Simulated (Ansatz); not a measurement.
Geometry relaxation, with input and output: ZrS2

The run: geometry relaxation of ZrS2 (P-3m1, 3 atoms in the cell). Method and program: DFT PBE+D3(BJ), scalar-relativistic, plane waves, PAW, no spin polarisation (Ansatz 0.2.0).

The structure derives from an entry of the Crystallography Open Database. It belongs to a series of runs on one base structure; here: cell and atoms relaxed tightly for response. Figures and captions count atoms from 1; the log counts them from 0 in places.

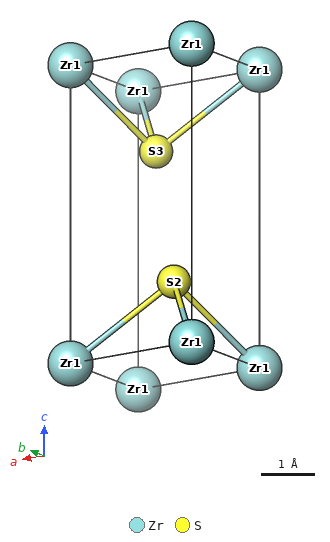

Figure 1. The input geometry (ball-and-stick view of the cell of the calculation, seen at an oblique angle; atoms are numbered from 1 in the order of the input). Near neighbours in the crystal (not all of them lie inside the picture): Zr has 6 S at 2.56 Å; S has 3 Zr at 2.56 Å.

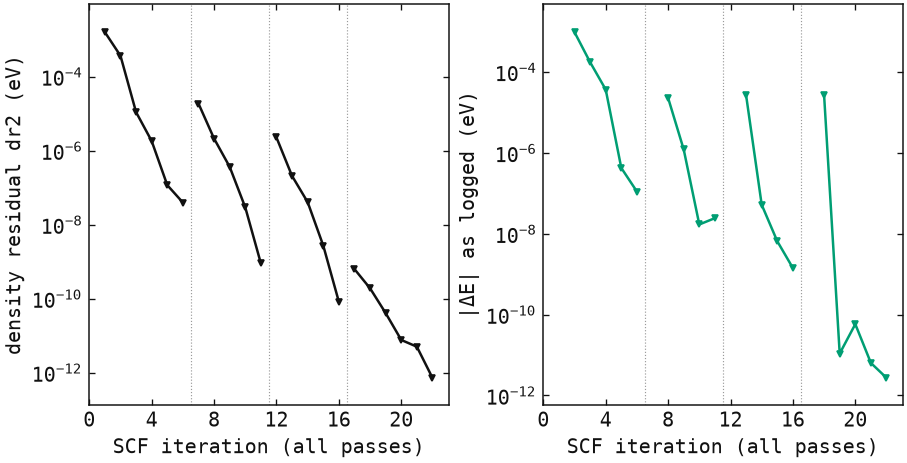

Figure 2. Convergence of the self-consistent field: density residual dr2 and size of the energy change against the SCF iteration. The dotted lines part the SCF passes of the relaxation: geometry steps, rejected trials and re-solves on a re-selected basis. The passes take 6, 5, 5 and 6 iterations.

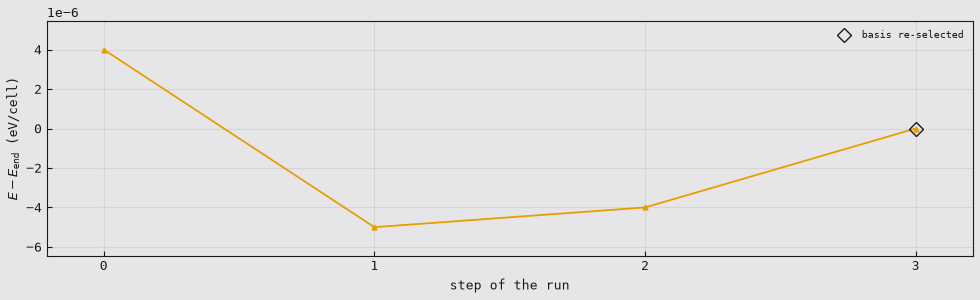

Figure 3. Progress of the relaxation, step by step (the first geometry is step 0 here and step 1 in the log). After 2 geometry steps the energy has fallen by next to nothing (0.0 meV per cell of the calculation). Largest force component: 0.0026 eV/Å at the start, 0.00025 eV/Å at the end. The pressure goes from −0.03 to 0.00 GPa. No atom moves by more than 0.005 Å relative to the cell. Cell: a = b stay at 3.635 Å, c 5.723 → 5.720 Å (0.0 %). Volume −0.1 %. The space group stays P-3m1 (No. 164). A last SCF at the same geometry on a re-selected plane-wave basis shifts the energy by +0.0 meV per cell of the calculation.

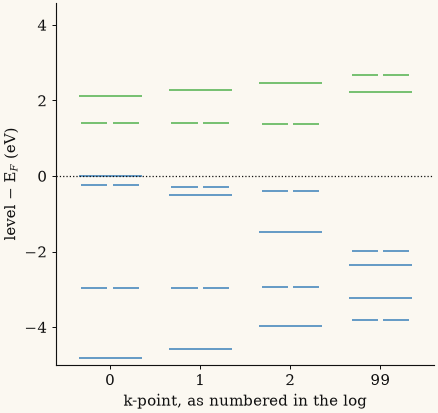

Figure 4. Kohn–Sham levels near the Fermi level (dotted) at the few k-points that the log prints; levels within 0.02 eV of each other stand side by side. Among these points the highest filled and lowest empty levels are 1.37 eV apart; the gap on the full mesh, 0.66 eV, has an edge at a point that isn't printed.

These pictures come from the run below.

### Input
```yaml
crystal:
  lattice:
    - [3.6350196972, 0.0, 0.0]
    - [-1.8175098486, 3.1480194011, 0.0]
    - [0.0, 0.0, 5.7227454143]
  atoms:
    - { symbol: Zr, position: [0.0, 0.0, 0.0] }
    - { symbol: S, position: [0.3333333333, 0.6666666667, 0.2552453903] }
    - { symbol: S, position: [0.6666666667, 0.3333333333, 0.7447546097] }
basis:
  ecutwfc: 420
kpoints:
  mp_grid: { grid: [12, 12, 6] }
hamiltonian:
  xc: pbe
  dispersion: d3bj
scf:
  occupations: { method: fixed }
output:
  forces: true
  stress: true
  eigenvalues: true
relax:
  adjacent_minimum: "off"
  f_tol: 0.001
  max_steps: 60
  cell: { stress_tol: 0.01 }
```

Run as:
```bash
ansatz run input.yaml --threads 1 --pin off --max-ram 3072MiB --backend cpu --events-out ev --progress --plain --runs-dir out
```

### The program's output
```
Engine: ansatz 0.2.0, x86_64-unknown-linux-gnu
Pseudopotentials: kind: paw
Pseudopotential: Zr, paw, valence charge 12, recommended cutoff 420 eV (normal), Zr.paw.azcp
Pseudopotential: S, paw, valence charge 6, recommended cutoff 420 eV (normal), S.paw.azcp
Functional definition: PBE
  parameter kappa = 0.804
  parameter beta = 0.06672455060314922
  exchange = pbe_x(kappa = kappa, mu = beta*pi^2/3)
  correlation = pbe_c(beta = beta)
Crystal: 3 atoms, lattice volume = 65.486 Å³
Basis set: ecut = 420 eV, 1255 PW (Γ), exchange–correlation on 50×50×80 points (8 copies of the dense FFT grid, shifted against one another)
Bands: 16, of which v1, the nominal top of the filled ones, is band 12 counted from 1 (11 counted from 0)
Symmetry: 12 space group operations
Space group: P-3m1 (ITA 164), of the structure as read, at distance tolerance 4.0e-5 Å
k-points: 100 of 864
Non-local potential: Zr, projectors of the file, l = 0: 3, l = 1: 2, l = 2: 2, l = 3: 2
Non-local potential: S, projectors of the file, l = 0: 2, l = 1: 2, l = 2: 2
PAW form: soft (Blöchl's): semilocal exchange-correlation on the pseudo side does not see the compensation charge
PAW one-centre angular grid: Zr, 590 points (default); XC on 64 Gauss nodes
PAW one-centre angular grid: S, 110 points (default); XC on 64 Gauss nodes
Initial density: superposition of atomic densities (neutral atoms: chi_scale 0, normalization atom), corrected by the library's trained network
Initial wavefunctions: pseudopotential atomic-orbital guess
Functional: x = pbe(κ = 0.804, μ = 0.2195149727645171), c = pbe(β = 0.06672455060314922)
SCF iter   1: F=—  HF=-5993.669980 eV  |F-HF|=—  |Δ(HF+E_count)|=         —  Δρ=1.37e-3  dr2=1.60e-3  ethr=1.77e-3  ⟨swp⟩=4.7  Hψ=7811  notcnv=0  defer=161
preconditioner: auto → Resta (q_TF=auto, 2.308 Å⁻¹)  ε∞=6.4  [insulator: Δε(μ)=0.662 eV  Ē_g=7.871 eV  n_scr=22 (ndim 8)  ℏωp=18.4 eV  f_vac=0.008  ε∞_Penn≈6.4]
SCF iter   2: F=—  HF=-5993.669007 eV  |F-HF|=—  |Δ(HF+E_count)|=   9.74e-4  Δρ=7.24e-4  dr2=3.68e-4  ethr=6.67e-6  ⟨swp⟩=2.3  Hψ=3627  notcnv=0  defer=196
SCF iter   3: F=—  HF=-5993.669183 eV  |F-HF|=—  |Δ(HF+E_count)|=   1.76e-4  Δρ=1.37e-4  dr2=1.10e-5  ethr=1.53e-6  ⟨swp⟩=2.0  Hψ=2341  notcnv=0  defer=192
SCF iter   4: F=—  HF=-5993.669220 eV  |F-HF|=—  |Δ(HF+E_count)|=   3.70e-5  Δρ=3.65e-5  dr2=1.82e-6  ethr=4.57e-8  ⟨swp⟩=2.0  Hψ=2437  notcnv=0
SCF iter   5: F=—  HF=-5993.669220 eV  |F-HF|=—  |Δ(HF+E_count)|=   4.25e-7  Δρ=1.09e-5  dr2=1.17e-7  ethr=7.58e-9  ⟨swp⟩=2.0  Hψ=2200  notcnv=0
SCF iter   6: F=-5993.669221 eV  HF=-5993.669221 eV  |F-HF|=1.94e-8  |Δ(HF+E_count)|=   1.11e-7  Δρ=4.86e-6  dr2=3.96e-8  ethr=4.17e-10  ⟨swp⟩=6.0  Hψ=7342  notcnv=0
SCF 1 converged in 6 iterations: F = -5993.669221 eV  dr2 = 3.96e-8
  greatest PAW one-centre occupation: 0.995 electrons in one spin orbital (limit 2), on the Zr atom at site 0 (counted from 0), in its partial waves of l = 0
relax step   1: F+E_penalty+E_count = -5993.66922053 eV  Δ(F+E_penalty+E_count) = +0.000e0 eV  max|allowed force component| = 2.618e-3 eV/Å  Δτ_max = 0.0000 Å  P = -0.035 GPa  Ω = 65.486 Å³  (6 SCF iters, dr2 threshold 1.00e-7 eV, accepted)
Crystal: 3 atoms, lattice volume = 65.423 Å³
Initial density: handed on by an earlier stage of this run
Initial wavefunctions: those handed on with the density
iter 1 solved again at ethr=7.97e-8 eV; its pass at ethr=3.10e-3 eV (dr2=1.91e-5 eV) is discarded
SCF iter   1: F=—  HF=-5993.669208 eV  |F-HF|=—  |Δ(HF+E_count)|=         —  Δρ=8.37e-5  dr2=1.88e-5  ethr=7.97e-8  ⟨swp⟩=1.5  Hψ=7714  notcnv=0  defer=1
preconditioner: auto → Resta (q_TF=auto, 2.308 Å⁻¹)  ε∞=6.4  [insulator: Δε(μ)=0.657 eV  Ē_g=7.875 eV  n_scr=22 (ndim 8)  ℏωp=18.4 eV  f_vac=0.008  ε∞_Penn≈6.4]
SCF iter   2: F=—  HF=-5993.669231 eV  |F-HF|=—  |Δ(HF+E_count)|=   2.30e-5  Δρ=3.47e-5  dr2=2.12e-6  ethr=7.82e-8  ⟨swp⟩=2.6  Hψ=2164  notcnv=0
SCF iter   3: F=—  HF=-5993.669230 eV  |F-HF|=—  |Δ(HF+E_count)|=   1.22e-6  Δρ=1.33e-5  dr2=3.66e-7  ethr=8.84e-9  ⟨swp⟩=2.0  Hψ=2094  notcnv=0
SCF iter   4: F=—  HF=-5993.669230 eV  |F-HF|=—  |Δ(HF+E_count)|=   1.70e-8  Δρ=5.50e-6  dr2=2.93e-8  ethr=1.53e-9  ⟨swp⟩=2.0  Hψ=2170  notcnv=0
SCF iter   5: F=-5993.669230 eV  HF=-5993.669230 eV  |F-HF|=1.24e-9  |Δ(HF+E_count)|=   2.44e-8  Δρ=1.10e-6  dr2=8.97e-10  ethr=1.58e-11  ⟨swp⟩=6.2  Hψ=8102  notcnv=0
SCF 2 converged in 5 iterations: F = -5993.669230 eV  dr2 = 8.97e-10
relax step   2: F+E_penalty+E_count = -5993.66923004 eV  Δ(F+E_penalty+E_count) = -9.513e-6 eV  max|allowed force component| = 4.004e-4 eV/Å  Δτ_max = 0.0007 Å  P = +0.017 GPa  Ω = 65.423 Å³  energy of the carried Pulay correction = +6.845e-6 eV  (5 SCF iters, dr2 threshold 3.80e-9 eV, accepted)
Crystal: 3 atoms, lattice volume = 65.442 Å³
iter 1 solved again at ethr=9.72e-9 eV; its pass at ethr=3.10e-3 eV (dr2=2.33e-6 eV) is discarded
SCF iter   1: F=—  HF=-5993.669202 eV  |F-HF|=—  |Δ(HF+E_count)|=         —  Δρ=2.91e-5  dr2=2.27e-6  ethr=9.72e-9  ⟨swp⟩=1.7  Hψ=7616  notcnv=0
preconditioner: auto → Resta (q_TF=auto, 2.308 Å⁻¹)  ε∞=6.4  [insulator: Δε(μ)=0.659 eV  Ē_g=7.876 eV  n_scr=22 (ndim 8)  ℏωp=18.4 eV  f_vac=0.008  ε∞_Penn≈6.4]
SCF iter   2: F=—  HF=-5993.669229 eV  |F-HF|=—  |Δ(HF+E_count)|=   2.67e-5  Δρ=1.13e-5  dr2=2.07e-7  ethr=9.45e-9  ⟨swp⟩=2.2  Hψ=2070  notcnv=0
SCF iter   3: F=—  HF=-5993.669229 eV  |F-HF|=—  |Δ(HF+E_count)|=   5.22e-8  Δρ=4.61e-6  dr2=4.06e-8  ethr=8.63e-10  ⟨swp⟩=2.1  Hψ=2115  notcnv=0
SCF iter   4: F=—  HF=-5993.669229 eV  |F-HF|=—  |Δ(HF+E_count)|=   6.53e-9  Δρ=1.74e-6  dr2=2.71e-9  ethr=1.69e-10  ⟨swp⟩=2.0  Hψ=2173  notcnv=0
SCF iter   5: F=-5993.669229 eV  HF=-5993.669229 eV  |F-HF|=9.64e-11  |Δ(HF+E_count)|=   1.42e-9  Δρ=3.37e-7  dr2=8.21e-11  ethr=5.22e-12  ⟨swp⟩=5.7  Hψ=7434  notcnv=0
SCF 3 converged in 5 iterations: F = -5993.669229 eV  dr2 = 8.21e-11
relax step   3: F+E_penalty+E_count = -5993.66922904 eV  Δ(F+E_penalty+E_count) = +9.958e-7 eV  max|allowed force component| = 2.471e-4 eV/Å  Δτ_max = 0.0002 Å  P = +0.001 GPa  Ω = 65.442 Å³  energy of the carried Pulay correction = +4.762e-6 eV  (5 SCF iters, dr2 threshold 1.25e-9 eV, accepted)
Initial wavefunctions: pseudopotential atomic-orbital guess (no wavefunctions were taken with the density)
iter 1 solved again at ethr=1.10e-7 eV; its pass at ethr=3.10e-3 eV (dr2=2.65e-5 eV) is discarded
SCF iter   1: F=—  HF=-5993.669198 eV  |F-HF|=—  |Δ(HF+E_count)|=         —  Δρ=1.10e-6  dr2=6.28e-10  ethr=1.10e-7  ⟨swp⟩=2.9  Hψ=12056  notcnv=0  defer=196
eigensolver tolerance schedule: the retry pair's looser diagonalisation over-reported the residual by 42209.68 of it (diagonalisation noise at an unbounded share of the residual, at the tolerance the schedule requests for it); recorded, not acted on — ethr = c·dr2/N_el stays at c = 1.0e-1
preconditioner: auto → Resta (q_TF=auto, 2.308 Å⁻¹)  ε∞=6.4  [insulator: Δε(μ)=0.659 eV  Ē_g=7.875 eV  n_scr=22 (ndim 8)  ℏωp=18.4 eV  f_vac=0.008  ε∞_Penn≈6.4]
SCF iter   2: F=—  HF=-5993.669225 eV  |F-HF|=—  |Δ(HF+E_count)|=   2.66e-5  Δρ=5.38e-7  dr2=1.90e-10  ethr=2.62e-12  ⟨swp⟩=3.4  Hψ=3767  notcnv=0  defer=14
SCF iter   3: F=—  HF=-5993.669225 eV  |F-HF|=—  |Δ(HF+E_count)|=  1.09e-11  Δρ=3.46e-7  dr2=4.06e-11  ethr=1.00e-12  ⟨swp⟩=1.3  Hψ=1628  notcnv=0  defer=14
SCF iter   4: F=—  HF=-5993.669225 eV  |F-HF|=—  |Δ(HF+E_count)|=  5.82e-11  Δρ=8.23e-8  dr2=7.62e-12  ethr=1.00e-12  ⟨swp⟩=1.7  Hψ=1932  notcnv=0  defer=14
SCF iter   5: F=—  HF=-5993.669225 eV  |F-HF|=—  |Δ(HF+E_count)|=  6.37e-12  Δρ=8.82e-8  dr2=5.01e-12  ethr=1.00e-12  ⟨swp⟩=1.0  Hψ=1600  notcnv=0  defer=14
SCF iter   6: F=-5993.669225 eV  HF=-5993.669225 eV  |F-HF|=1.82e-12  |Δ(HF+E_count)|=  2.73e-12  Δρ=3.80e-8  dr2=7.21e-13  ethr=1.00e-12  ⟨swp⟩=6.4  Hψ=7895  notcnv=0
SCF 4 converged in 6 iterations: F = -5993.669225 eV  dr2 = 7.21e-13
relax step   4: F+E_penalty+E_count = -5993.66922513 eV  Δ(F+E_penalty+E_count) = +3.913e-6 eV  max|allowed force component| = 2.474e-4 eV/Å  Δτ_max = 0.0000 Å  P = +0.001 GPa  Ω = 65.442 Å³  stress off target by 1.90e-3 GPa  SCF on the basis re-selected at this cell (its energy is not comparable with the rows above)  (6 SCF iters)
basis re-selected at this cell: Δ(F+E_penalty+E_count) = +3.913e-6 eV, ΔP = -0.000 GPa vs the last step (what re-selecting the basis moved, of the pressure what is left beyond the Pulay correction that the steps carried, after the strain that the cell walked since its last selection, with what the two solves' SCF thresholds leave and, on support functions, any second-order correction that the steps lacked; it is no measure of the basis error at this ecutwfc). This SCF's stress stands 1.90e-3 GPa from its target on what of the cell is left free (relax.cell.stress_tol is 1.00e-2 GPa) and its largest allowed force component is 2.47e-4 eV/Å (relax.f_tol is 1.00e-3 eV/Å): within both
SCF converged after 6 iterations
Free energy (F): -5993.669225 eV
Harris-Foulkes:  -5993.669225 eV  (|F-HF|=1.82e-12)
Internal energy: -5993.669225 eV  (E = F + TS)
E sigma→0 (E₀):  -5993.669225 eV
Fermi energy:    7.798697 eV
--- Per-component energies (eV) ---
  E_band       = -152.287394
  E_kinetic    = 547.690339
  E_local      = -1223.690776  (includes V_loc(G=0)·N_el)
  E_nonlocal   = 134.712362
  E_hartree    = 422.895756
  E_xc         = -357.273600
  E_vxc        = -367.530290  (∫ρ·V_xc dr)
  E_paw        = -4153.884468  (= ΣΔE_a)
  E_vpaw       = -89.260579  (= ΣTr[D̂ρ^β])
  E_aug_tail   = 0.000027  (compensation charges beyond the density's cutoff)
  E_ewald      = -1363.028400
  E_disp       = -1.090465  (pairwise vdW)
  E_smearing   = -0.000000  (= −TS)
  E_closure    = 0.000000  (closes the sum)
  Σ components = -5993.669225   (vs F -5993.669225, Δ=0.00e0)
--- Forces (eV/Å), atoms counted from 1 ---
  atom   1  Zr     0.00000000    -0.00000000     0.00000000
  atom   2  S      0.00000000    -0.00000000     0.00024741
  atom   3  S     -0.00000000     0.00000000    -0.00024741
  max |Σ_I F_I| component: 3.70e-17 eV/Å
--- Stress (GPa, compression-positive) ---
        0.001897       0.000000      -0.000000
        0.000000       0.001897       0.000000
       -0.000000       0.000000      -0.000120
  P = ⅓ Tr σ = 0.0012 GPa (0.012 kbar)
--- Band table (eV; the first three rows and the last of 100) ---
  k-point 0: bands = ["-41.3081", "-19.3857", "-19.2226", "-19.2226", "-5.2254", "-3.5959", "2.9920", "4.8227", "4.8227", "7.5563", "7.5563", "7.7987", "9.2097", "9.2097", "9.9128", "12.4283"]
  k-point 1: bands = ["-41.3081", "-19.3860", "-19.2226", "-19.2226", "-5.1562", "-3.7131", "3.2275", "4.8373", "4.8373", "7.2890", "7.5036", "7.5036", "9.1970", "9.1970", "10.0886", "12.5531"]
  k-point 2: bands = ["-41.3081", "-19.3865", "-19.2226", "-19.2226", "-4.9773", "-3.9831", "3.8377", "4.8676", "4.8676", "6.3042", "7.4012", "7.4012", "9.1709", "9.1709", "10.2688", "12.8186"]
  k-point 99: bands = ["-41.2838", "-19.4203", "-19.4203", "-19.3133", "-3.8368", "-3.8368", "3.9924", "3.9924", "4.5736", "5.4480", "5.8063", "5.8063", "10.0256", "10.4614", "10.4614", "13.3719"]
--- Relaxed structure (3 steps of the walk, 3 accepted, 1 SCFs on fresh bases) ---
  F+E_penalty+E_count = -5993.66922513 eV   max|allowed force component| = 2.474e-4 eV/Å   (the final SCF, on the basis selected at the relaxed cell)
  cell:  # Å, volume = 65.4422 Å³
    - [3.6346068120500323, 4.631622142510866e-34, -1.4960543367616427e-19]
    - [-1.8173034060250162, 3.1476618320033003, 7.480271683808133e-20]
    - [-2.3552934532236406e-19, 8.020906691826336e-33, 5.720213245047547]
  atoms:
    - { symbol: Zr, position: [2.5491741092772294e-34, 1.3467899146100461e-34, 5.795634610449096e-70] }
    - { symbol: S, position: [0.3333333333333333, 0.6666666666666666, 0.2553325927413446] }
    - { symbol: S, position: [0.6666666666666666, 0.3333333333333333, 0.7446674072586553] }
```

### Trajectory as extended XYZ (Å, eV, eV/Å), 4 frames, from step=1 to step=4
```
3
Lattice="3.6350 0.0000 0.0000 -1.8175 3.1480 0.0000 0.0000 0.0000 5.7227" Properties=species:S:1:pos:R:3:forces:R:3 step=1 energy=-5993.66922 pressure_GPa=-0.03
Zr    0.0000    0.0000    0.0000    0.0000   0.0000   0.0000
S     0.0000    2.0987    1.4607    0.0000   0.0000  -0.0026
S     1.8175    1.0493    4.2620    0.0000   0.0000   0.0026
3
Lattice="3.6342 0.0000 0.0000 -1.8171 3.1473 0.0000 0.0000 0.0000 5.7199" Properties=species:S:1:pos:R:3:forces:R:3 step=2 energy=-5993.66923 pressure_GPa=0.02
Zr    0.0000    0.0000    0.0000    0.0000   0.0000   0.0000
S     0.0000    2.0982    1.4607    0.0000   0.0000   0.0004
S     1.8171    1.0491    4.2592    0.0000   0.0000  -0.0004
3
Lattice="3.6346 0.0000 0.0000 -1.8173 3.1477 0.0000 0.0000 0.0000 5.7202" Properties=species:S:1:pos:R:3:forces:R:3 step=3 energy=-5993.66923 pressure_GPa=0.00
Zr    0.0000    0.0000    0.0000    0.0000   0.0000   0.0000
S     0.0000    2.0984    1.4606    0.0000   0.0000   0.0002
S     1.8173    1.0492    4.2597    0.0000   0.0000  -0.0002
3
Lattice="3.6346 0.0000 0.0000 -1.8173 3.1477 0.0000 0.0000 0.0000 5.7202" Properties=species:S:1:pos:R:3:forces:R:3 step=4 energy=-5993.66922 pressure_GPa=0.00
Zr    0.0000    0.0000    0.0000    0.0000   0.0000   0.0000
S     0.0000    2.0984    1.4606    0.0000   0.0000   0.0002
S     1.8173    1.0492    4.2597    0.0000   0.0000  -0.0002
```

### Key numbers

| quantity | value |
| --- | --- |
| outcome | converged |
| space group (tolerance 0.01 Å) | P-3m1 (164) |
| electrons treated | 24 |
| free energy | −5993.6692 eV |
| Fermi energy | 7.799 eV |
| gap on the k-point mesh | 0.66 eV |
| pressure | 0.00 GPa |
| final volume | 65.44 Å³ |
| largest force (length of the vector) at the end | under 0.001 eV/Å |
| final cell | a = 3.635 Å, b = 3.635 Å, c = 5.720 Å, α = 90.00°, β = 90.00°, γ = 120.00° |
| hardware | 1 thread of Intel Xeon @ 2.50GHz (Skylake/Cascade Lake), 32 GiB of memory available, shared host |
| wall time | 23 s |
| peak memory | 0.44 GiB |
